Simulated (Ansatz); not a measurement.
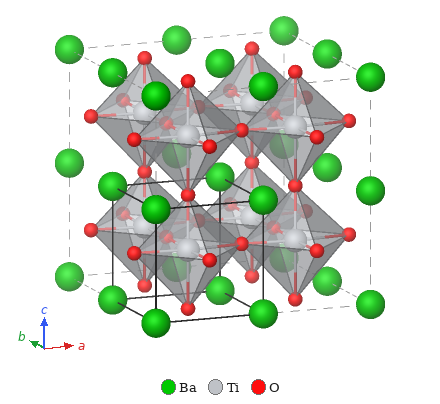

Polyhedra are drawn about Ti (bonds: O–Ti below 2.3 Å); other atoms are plain spheres.

The compound is BaTiO₃ (space group P4mm, No. 99), taken as the input geometry of an electronic-structure calculation (not necessarily at equilibrium).

Sharing among the drawn polyhedra:

```
site       polyhedron  corner-sharing neighbours  edge-sharing  face-sharing   bond (Å)
  Ti  TiO6 octahedron                          6             0             0  1.94–2.08
```

They form a three-dimensional framework of corner-sharing octahedra.
